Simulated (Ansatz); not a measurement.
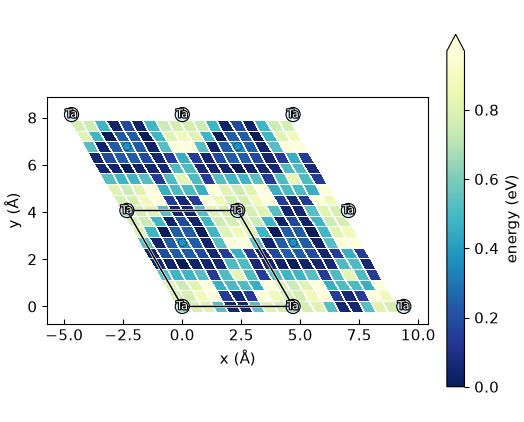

Energy landscape of H on a Ta(111) slab cut from the Im-3m phase, its upper half relaxed before the scan (6 atoms of substrate and one adsorbate in a 1 × 1 cell). 
- H is moved over the surface cell; relaxed at each place: the height of the adsorbate's atoms; substrate rigid; the origin of the map has the adsorbate above Ta6.
- Places are given modulo a cell vector. The map is drawn in real space over the plane of the surface.
- The grid has 9 × 9 points; 19 points were computed and 62 follow by symmetry.
- All energies are given in eV relative to the lowest grid point.
- The relaxed height changes by up to 1.2 Å between neighbouring points. With one adsorbate in each 1 × 1 cell, its nearest image is 4.7 Å away, so neighbouring adsorbates interact.
- Computed with Ansatz 0.2.0, DFT PBE, scalar-relativistic, plane waves, PAW. Settings: cutoff 420 eV, k-mesh 6×6×1, gaussian smearing 0.1 eV, no spin polarisation.

Drawn: one coloured cell a grid point, labelled circles for the atoms of the top layer and small ones for the second layer, the outline of one cell of the 2 × 2 shown, one colour for all values above the top of the scale. 

Question: Summarise what can be read from the map.

Answer: The lowest grid point is at (2/9, 4/9) of the cell vectors [nearest 1 Ta at 1.91 Å]. The same energy is found at (2/9, 7/9) of the cell vectors [nearest 1 Ta at 1.91 Å]; (5/9, 7/9) of the cell vectors [nearest 1 Ta at 1.91 Å]. The highest grid point, (3/9, 1/9) of the cell vectors [nearest 1 Ta at 1.88 Å], lies 0.97 eV above the lowest. At the lowest point the adsorbate has 1 Ta at 1.91 Å as nearest neighbours, at the highest 1 Ta at 1.88 Å. Its relaxed height above the top atom is 0.83 Å at the lowest and 1.28 Å at the highest point.

Each point was launched as `ansatz run input.yaml --threads 1 --pin off --max-ram 3072MiB --backend cpu --events-out ev --progress --plain --runs-dir out`. Time for the 19 points that were run: 32 min on 1 thread of Arm Neoverse V2 (shared host).

PAW datasets: the set soft_1.
